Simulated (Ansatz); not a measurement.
Structure data:

```yaml
crystal:
  lattice:
    - [5.65097, 0.00000, 0.00000]
    - [-2.82549, 4.89389, 0.00000]
    - [0.00000, 0.00000, 5.19483]
  atoms:
    - { symbol: Zr, position: [0.00000, 0.66016, 0.50000] }
    - { symbol: Zr, position: [0.00000, 0.33984, 0.00000] }
    - { symbol: Zr, position: [0.66016, 0.66016, 0.00000] }
    - { symbol: Zr, position: [0.66016, 0.00000, 0.50000] }
    - { symbol: Zr, position: [0.33984, 0.33984, 0.50000] }
    - { symbol: Zr, position: [0.33984, 0.00000, 0.00000] }
    - { symbol: O, position: [0.66667, 0.33333, 0.75000] }
    - { symbol: O, position: [0.33333, 0.66667, 0.25000] }
```

Q: Describe what this structure looks like.

A: Formula: Zr$_{3}$O. The atoms follow space group P6_322 (No. 182); the Bravais lattice is primitive hexagonal. Content of the cell: 6 Zr, 2 O (Z = 2). Numbers of contacts at bonding distance: Zr 14 and O 6.

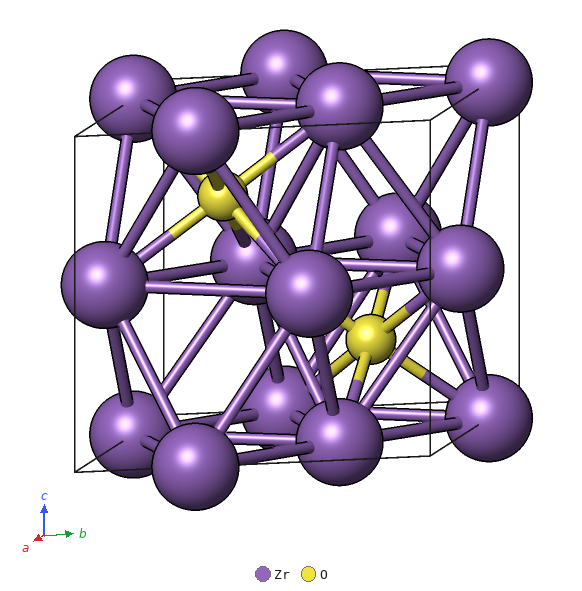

Crystal structure, ball-and-stick style, seen slightly off an axis. The edges of the conventional unit cell are marked. Colours: zirconium purple, oxygen yellow.

Its origin is a structure listed in the Materials Project. Earlier steps of the study, as a rule a relaxation of our own, may have changed the cell and positions, so they can lie some per cent off the listed ones. An electronic-structure calculation with Ansatz was run on it.
